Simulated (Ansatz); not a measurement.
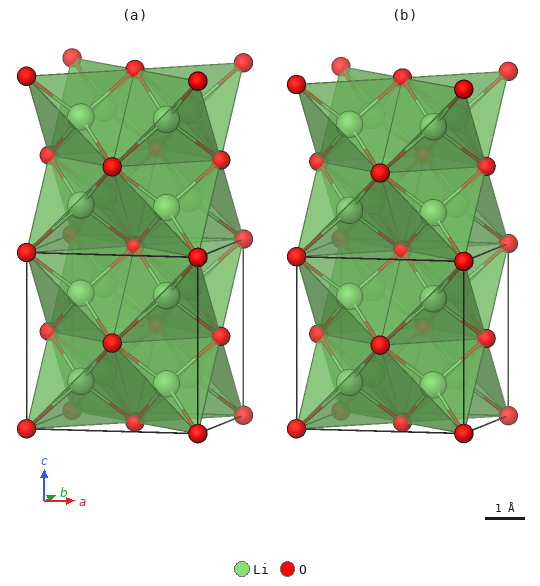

Left: solid Li2O (set up in Fm-3m) in its unrelaxed database cell. Right: the same structure after one change, at the same scale. A polyhedral model of the conventional cell (4 times the calculation's cell), repeated 1 × 1 × 2 with one cell outlined, seen slightly off an axis. Lengths and directions refer to the drawn axes.

Level of theory: DFT PBE, scalar-relativistic, plane waves, PAW in Ansatz 0.2.0. Settings: plane-wave cutoff 420 eV; k-point mesh 8 × 8 × 8; occupations gaussian; smearing width 0.02 eV; no spin polarisation.

Which change leads from the left to the right?

All lengths are scaled by −2.4 % (volume −6.9 %), the atoms keeping their fractional coordinates. No relaxation follows.

How do the computed properties respond?

The energy rises by 12.4 meV per atom. Pressure: 0.4 GPa before, 7.0 GPa after. All forces vanish by symmetry. The gap on the k-mesh goes from 4.99 to 5.13 eV. Near-neighbour distances before and after: Li–O 2.000 → 1.953 Å. The space group stays Fm-3m (No. 225).
